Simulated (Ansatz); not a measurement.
# Geometry relaxation of Mo (part 3 of 3)

Continued. System: Mo (slab, 8 atoms in the cell). Method: DFT PBE, scalar-relativistic, plane waves, PAW, no spin polarisation (Ansatz 0.2.0); cutoff 420 eV, 11×11×1 k-mesh, Gaussian smearing of 0.1 eV. The structure derives from an entry of the Crystallography Open Database. It belongs to a series of runs on one base structure; here: (1 0 0) slab, atoms relaxed.

Geometry of the input (Å; fractional positions):
```
3.1604  0.0000  0.0000
0.0000  3.1604  0.0000
0.0000  0.0000  26.0615
Mo 0.5000  0.5000  0.2878
Mo 0.0000  0.0000  0.3484
Mo 0.5000  0.5000  0.4090
Mo 0.0000  0.0000  0.4697
Mo 0.5000  0.5000  0.5303
Mo 0.0000  0.0000  0.5910
Mo 0.5000  0.5000  0.6516
Mo 0.0000  0.0000  0.7122
```

## Output, continued
```
  k-point 0: bands = ["-52.9506", "-52.8894", "-52.7880", "-52.7351", "-52.6300", "-52.5569", "-52.3115", "-52.3115", "-27.1895", "-27.1661", "-27.1661", "-27.1565", "-27.0755", "-27.0755", "-27.0393", "-26.9390", "-26.9317", "-26.9317", "-26.8020", "-26.8020", "-26.7790", "-26.5374", "-26.5047", "-26.5047", "-26.3306", "-26.3236", "-26.3236", "-26.2531", "-26.0855", "-26.0855", "-26.0822", "-26.0822", "1.3767", "2.1699", "3.0034", "3.1858", "3.2660", "3.3513", "3.8597", "4.0270", "4.2624", "4.7280", "4.9499", "4.9514", "6.7362", "6.9599", "6.9599", "6.9721", "7.0377", "7.0377", "7.2121", "7.3232", "7.3232", "7.7480", "7.7692", "7.7692", "8.0896", "8.1294", "8.1372", "8.3535", "8.3535", "8.4900", "9.2046", "9.3130", "9.3130", "9.8153", "10.0105", "10.0919"]
  k-point 1: bands = ["-52.9409", "-52.8814", "-52.7816", "-52.7308", "-52.6321", "-52.5628", "-52.3158", "-52.3158", "-27.2297", "-27.2296", "-27.1642", "-27.1468", "-27.1194", "-27.0581", "-27.0270", "-26.9765", "-26.9178", "-26.8884", "-26.8722", "-26.7937", "-26.6725", "-26.6191", "-26.5100", "-26.4149", "-26.4049", "-26.3371", "-26.2699", "-26.2571", "-26.1002", "-26.0977", "-26.0975", "-26.0912", "1.5502", "2.3151", "3.1350", "3.3005", "3.3540", "3.4712", "3.9631", "4.0962", "4.2981", "4.7869", "4.7951", "5.1557", "6.4984", "6.6432", "6.6448", "6.8816", "6.8863", "6.9214", "6.9524", "7.4127", "7.5483", "7.7025", "7.7394", "7.9366", "8.0692", "8.0770", "8.2846", "8.3615", "8.6821", "9.0798", "9.1599", "9.2728", "9.2794", "9.7346", "9.9857", "10.0765"]
  k-point 2: bands = ["-52.9131", "-52.8587", "-52.7640", "-52.7190", "-52.6387", "-52.5806", "-52.3278", "-52.3278", "-27.3341", "-27.3206", "-27.2241", "-27.2164", "-27.0908", "-27.0415", "-27.0136", "-27.0080", "-26.8957", "-26.8820", "-26.8780", "-26.7702", "-26.6259", "-26.6157", "-26.5262", "-26.4431", "-26.3776", "-26.3525", "-26.2680", "-26.2440", "-26.1425", "-26.1410", "-26.1165", "-26.1105", "2.0402", "2.6971", "3.4415", "3.5007", "3.6881", "3.7301", "4.0623", "4.3082", "4.3284", "4.4956", "5.1626", "5.7502", "6.0909", "6.1563", "6.3804", "6.6010", "6.6203", "6.7640", "6.8182", "7.0755", "7.4410", "7.5789", "7.6009", "7.9855", "8.1112", "8.5379", "8.6793", "8.7927", "8.9104", "9.1673", "9.2536", "9.3056", "9.4261", "9.4778", "10.1049", "10.2229"]
  k-point 20: bands = ["-52.7250", "-52.7228", "-52.6971", "-52.6956", "-52.6558", "-52.6557", "-52.3572", "-52.3572", "-27.5770", "-27.5617", "-27.4651", "-27.4587", "-27.2954", "-27.2794", "-27.1462", "-27.0855", "-26.9485", "-26.8810", "-26.8197", "-26.8019", "-26.7177", "-26.7029", "-26.6542", "-26.6015", "-26.5296", "-26.5265", "-26.3902", "-26.3833", "-26.1374", "-26.1356", "-26.1292", "-26.1229", "3.3501", "3.3849", "4.1112", "4.1142", "4.8431", "4.9940", "5.0495", "5.0780", "5.0824", "5.2251", "5.3303", "5.3738", "5.6898", "5.9422", "6.0834", "6.2006", "6.3958", "6.4097", "7.1310", "7.1873", "8.2818", "8.2955", "9.5032", "9.5602", "9.8018", "9.8578", "9.9499", "10.0422", "10.2069", "10.2615", "10.2929", "10.5679", "10.5707", "10.5955", "10.6016", "10.6464"]
--- Relaxed structure (7 steps of the walk, 7 accepted, 0 SCFs on fresh bases) ---
  F+E_penalty+E_count = -39644.21325971 eV   max|allowed force component| = 8.447e-3 eV/Å
  atoms:
    - { symbol: Mo, position: [0.5000000000000001, 0.5000000000000001, 0.29429549801685234] }
    - { symbol: Mo, position: [1.0496688797060575e-32, 0.0, 0.34671564026343615] }
    - { symbol: Mo, position: [0.5000000000000001, 0.5000000000000001, 0.41052342884330734] }
    - { symbol: Mo, position: [1.7215179014047096e-33, 0.0, 0.4685166007470972] }
    - { symbol: Mo, position: [0.5000000000000001, 0.5000000000000001, 0.5314833968392074] }
    - { symbol: Mo, position: [-2.422312799321671e-33, 0.0, 0.5894765676848274] }
    - { symbol: Mo, position: [0.5000000000000001, 0.5000000000000001, 0.6532843615176089] }
    - { symbol: Mo, position: [-5.1036150174387406e-33, 0.0, 0.7057045060876628] }
```

## Trajectory as extended XYZ (Å, eV, eV/Å), 7 frames, from step=1 to step=7
```
8
Lattice="3.1604 0.0000 0.0000 0.0000 3.1604 0.0000 0.0000 0.0000 26.0615" Properties=species:S:1:pos:R:3:forces:R:3 step=1 energy=-39643.81884
Mo    1.5802    1.5802    7.5000    0.0000   0.0000   1.6136
Mo    0.0000    0.0000    9.0802    0.0000   0.0000  -1.5254
Mo    1.5802    1.5802   10.6604    0.0000   0.0000   0.0338
Mo    0.0000    0.0000   12.2407    0.0000   0.0000  -0.2049
Mo    1.5802    1.5802   13.8209    0.0000   0.0000   0.2049
Mo    0.0000    0.0000   15.4011    0.0000   0.0000  -0.0338
Mo    1.5802    1.5802   16.9813    0.0000   0.0000   1.5254
Mo    0.0000    0.0000   18.5615    0.0000   0.0000  -1.6136
8
Lattice="3.1604 0.0000 0.0000 0.0000 3.1604 0.0000 0.0000 0.0000 26.0615" Properties=species:S:1:pos:R:3:forces:R:3 step=2 energy=-39644.02934
Mo    1.5802    1.5802    7.6967    0.0000   0.0000  -1.2619
Mo    0.0000    0.0000    8.9667    0.0000   0.0000   1.1620
Mo    1.5802    1.5802   10.6251    0.0000   0.0000   0.8646
Mo    0.0000    0.0000   12.2151    0.0000   0.0000  -0.3091
Mo    1.5802    1.5802   13.8464    0.0000   0.0000   0.3091
Mo    0.0000    0.0000   15.4364    0.0000   0.0000  -0.8646
Mo    1.5802    1.5802   17.0948    0.0000   0.0000  -1.1620
Mo    0.0000    0.0000   18.3648    0.0000   0.0000   1.2619
8
Lattice="3.1604 0.0000 0.0000 0.0000 3.1604 0.0000 0.0000 0.0000 26.0615" Properties=species:S:1:pos:R:3:forces:R:3 step=3 energy=-39644.11184
Mo    1.5802    1.5802    7.6291    0.0000   0.0000  -0.6131
Mo    0.0000    0.0000    8.9260    0.0000   0.0000   1.1233
Mo    1.5802    1.5802   10.6699    0.0000   0.0000   0.0263
Mo    0.0000    0.0000   12.1875    0.0000   0.0000   0.0073
Mo    1.5802    1.5802   13.8740    0.0000   0.0000  -0.0073
Mo    0.0000    0.0000   15.3916    0.0000   0.0000  -0.0263
Mo    1.5802    1.5802   17.1355    0.0000   0.0000  -1.1233
Mo    0.0000    0.0000   18.4325    0.0000   0.0000   0.6131
8
Lattice="3.1604 0.0000 0.0000 0.0000 3.1604 0.0000 0.0000 0.0000 26.0615" Properties=species:S:1:pos:R:3:forces:R:3 step=4 energy=-39644.16064
Mo    1.5802    1.5802    7.7496    0.0000   0.0000  -0.0307
Mo    0.0000    0.0000    9.1196    0.0000   0.0000  -0.4358
Mo    1.5802    1.5802   10.7544    0.0000   0.0000  -0.3072
Mo    0.0000    0.0000   12.2236    0.0000   0.0000   0.1422
Mo    1.5802    1.5802   13.8379    0.0000   0.0000  -0.1422
Mo    0.0000    0.0000   15.3072    0.0000   0.0000   0.3072
Mo    1.5802    1.5802   16.9420    0.0000   0.0000   0.4358
Mo    0.0000    0.0000   18.3120    0.0000   0.0000   0.0307
8
Lattice="3.1604 0.0000 0.0000 0.0000 3.1604 0.0000 0.0000 0.0000 26.0615" Properties=species:S:1:pos:R:3:forces:R:3 step=5 energy=-39644.21285
Mo    1.5802    1.5802    7.6704    0.0000   0.0000  -0.0028
Mo    0.0000    0.0000    9.0371    0.0000   0.0000   0.0051
Mo    1.5802    1.5802   10.6984    0.0000   0.0000   0.0210
Mo    0.0000    0.0000   12.2156    0.0000   0.0000  -0.0833
Mo    1.5802    1.5802   13.8460    0.0000   0.0000   0.0833
Mo    0.0000    0.0000   15.3632    0.0000   0.0000  -0.0210
Mo    1.5802    1.5802   17.0244    0.0000   0.0000  -0.0050
Mo    0.0000    0.0000   18.3912    0.0000   0.0000   0.0028
8
Lattice="3.1604 0.0000 0.0000 0.0000 3.1604 0.0000 0.0000 0.0000 26.0615" Properties=species:S:1:pos:R:3:forces:R:3 step=6 energy=-39644.21326
Mo    1.5802    1.5802    7.6698    0.0000   0.0000  -0.0024
Mo    0.0000    0.0000    9.0359    0.0000   0.0000  -0.0014
Mo    1.5802    1.5802   10.6989    0.0000   0.0000   0.0047
Mo    0.0000    0.0000   12.2103    0.0000   0.0000   0.0082
Mo    1.5802    1.5802   13.8513    0.0000   0.0000  -0.0082
Mo    0.0000    0.0000   15.3627    0.0000   0.0000  -0.0047
Mo    1.5802    1.5802   17.0256    0.0000   0.0000   0.0014
Mo    0.0000    0.0000   18.3917    0.0000   0.0000   0.0024
8
Lattice="3.1604 0.0000 0.0000 0.0000 3.1604 0.0000 0.0000 0.0000 26.0615" Properties=species:S:1:pos:R:3:forces:R:3 step=7 energy=-39644.21326
Mo    1.5802    1.5802    7.6698    0.0000   0.0000  -0.0024
Mo    0.0000    0.0000    9.0359    0.0000   0.0000  -0.0014
Mo    1.5802    1.5802   10.6989    0.0000   0.0000   0.0049
Mo    0.0000    0.0000   12.2103    0.0000   0.0000   0.0084
Mo    1.5802    1.5802   13.8513    0.0000   0.0000  -0.0084
Mo    0.0000    0.0000   15.3627    0.0000   0.0000  -0.0049
Mo    1.5802    1.5802   17.0256    0.0000   0.0000   0.0014
Mo    0.0000    0.0000   18.3917    0.0000   0.0000   0.0024
```

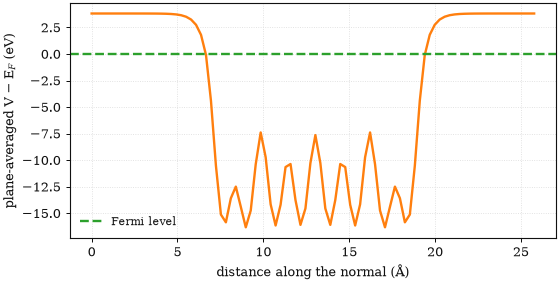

**Figure 1.** Plane average of the electrostatic potential energy of an electron across the cell, from the Fermi level. The vacuum level lies 3.82 eV above the Fermi level.

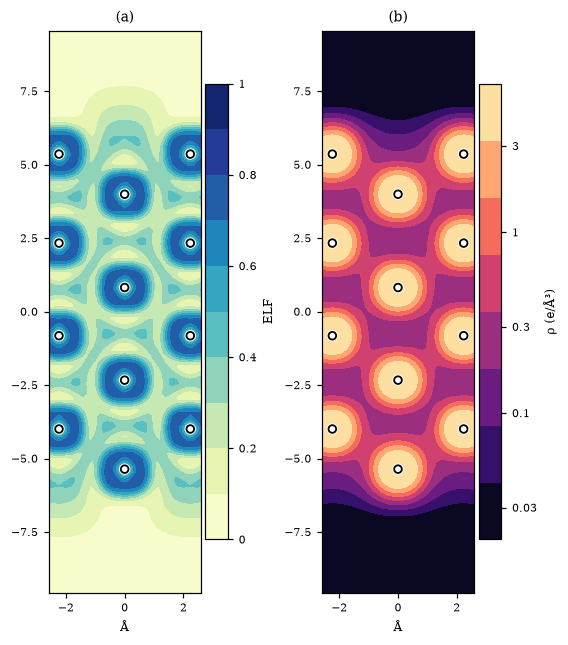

**Figure 2.** (a) ELF; (b) valence pseudo-density on the (11̄0) plane of the calculation cell, a cut from vacuum to vacuum. Circles mark the nuclei in the plane (Mo). Mo–Mo (2.62 Å): ρ is about 0.47 e/Å³ halfway; the ELF is about 0.35 at the midpoint, which marks metallic bonding. Mo–Mo (2.70 Å): ρ is about 0.4 e/Å³ halfway; the ELF is about 0.35 at the midpoint (no shared electron pair). Mo–Mo (2.77 Å): ρ is about 0.35 e/Å³ halfway; the ELF is about 0.30 at the midpoint; no localised pair between them. The density dies away to nearly zero in the vacuum. The strong features right at Mo lie inside the PAW spheres (semicore, d or f shells) and say nothing about bonding. In a PAW calculation such maps are meaningful between the atoms, not at the nuclei.

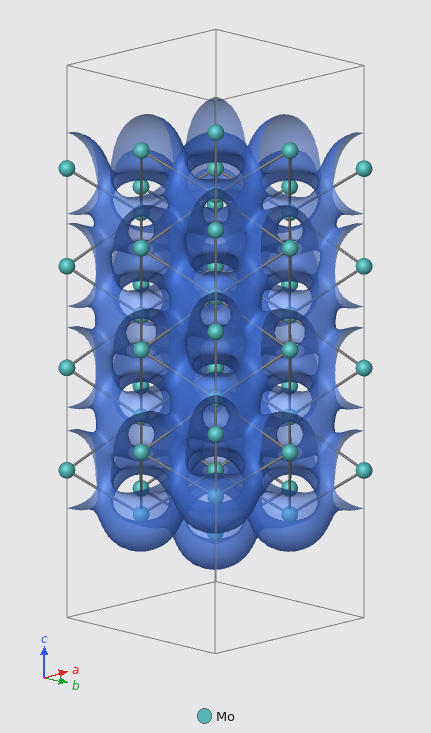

**Figure 3.** Isosurface of the valence pseudo-density at 0.3 e/Å³ (blue), seen at an oblique angle. Sticks mark near contacts. At this value the density is joined into sheets; it holds about 90 % of the electrons treated as valence (semicore included). On the grid the lowest density along these lines, outside the cores, is 0.47 e/Å³ (Mo–Mo, 2.62 Å), 0.4 e/Å³ (Mo–Mo, 2.70 Å) and 0.35 e/Å³ (Mo–Mo, 2.77 Å).

## Summary

| quantity | value |
| --- | --- |
| outcome | converged |
| electrons treated | 112 |
| free energy | −39644.2133 eV |
| work function, top face | 3.82 eV |
| work function, bottom face | 3.82 eV |
| Fermi energy | 8.143 eV |
| gap on the k-point mesh | none (metallic) |
| final volume | 260.31 Å³ |
| work function (upper face) | 3.82 eV |
| largest force (length of the vector) at the end | 0.008 eV/Å |
| wall time | 5.4 min |
| peak memory | 0.63 GiB |

Warnings of the run: the exchange-correlation potential is rough where the density is thin.
